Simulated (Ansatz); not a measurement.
Take the following structure.

```cif
data_structure
_symmetry_space_group_name_H-M 'P 1'
_symmetry_Int_Tables_number 1
_cell_length_a 2.7050
_cell_length_b 2.7050
_cell_length_c 4.2583
_cell_angle_alpha 90.000
_cell_angle_beta 90.000
_cell_angle_gamma 120.000
_cell_volume 26.98
loop_
_atom_site_label
_atom_site_type_symbol
_atom_site_fract_x
_atom_site_fract_y
_atom_site_fract_z
_atom_site_occupancy
Ru1 Ru 0.33333 0.66667 0.75000 1
Ru2 Ru 0.66667 0.33333 0.25000 1
```

Describe what this structure looks like.

Answer. The element is ruthenium. The lattice is primitive hexagonal and the space group P6_3/mmc (No. 194). It belongs to the family called hexagonal close-packed (Mg type). The cell holds two atoms. The coordination shell of Ru holds twelve Ru in an anticuboctahedral arrangement at 2.64 to 2.71 Å. The bonds build a three-dimensional framework.

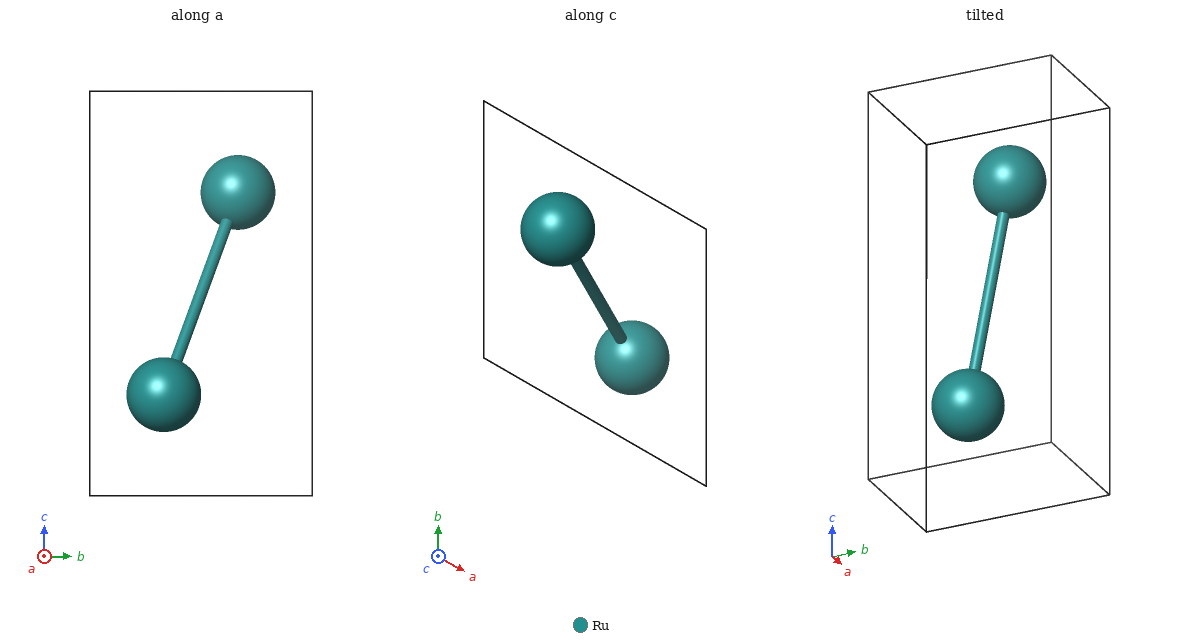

Figure: ball-and-stick view along the a axis, along the c axis and slightly off an axis. Atoms at the boundary of the conventional unit cell (the box) are drawn once for each face, edge or corner they touch.

The model was built from a structure listed in the Materials Project, with elements exchanged, so it need not be a known form of the compound. Atoms and cell were optimised with DFT r2SCAN, scalar-relativistic, plane waves, PAW in Ansatz.
